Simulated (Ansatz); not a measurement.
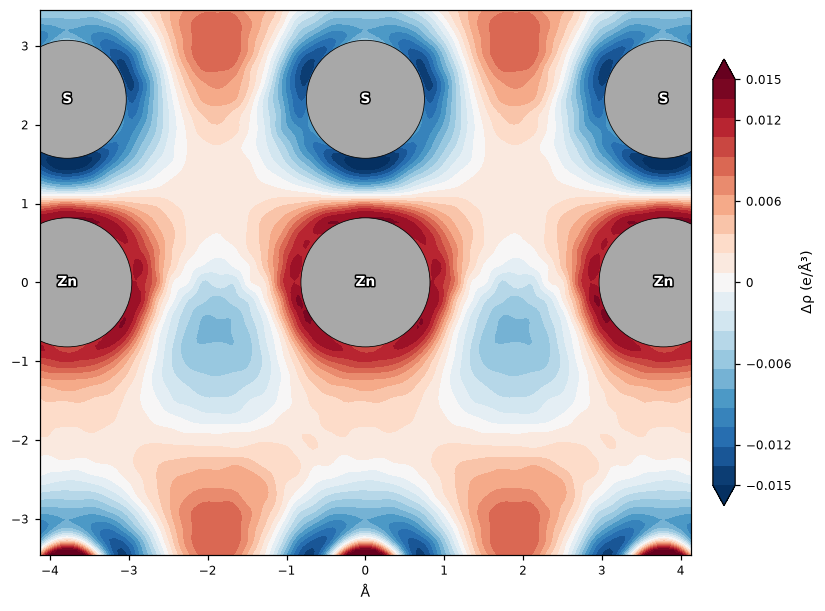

ZnS. Difference of the valence pseudo-densities of two functionals at the same geometry, on the (100) plane of the calculation cell: PBEsol less r2SCAN.

Both computed with Ansatz (plane waves, PAW), on the same k-point mesh. Grey discs cover the atomic cores.

Where does the change of functional move the electrons?

Answer. Against r2SCAN, PBEsol gives more density around Zn (+0.011 e/Å³ on average at 1.0 Å from the nucleus), less density around S (−0.012 e/Å³ on average at 0.9 Å from the nucleus) and a change of −0.004 e/Å³ at the midpoint of Zn–S.
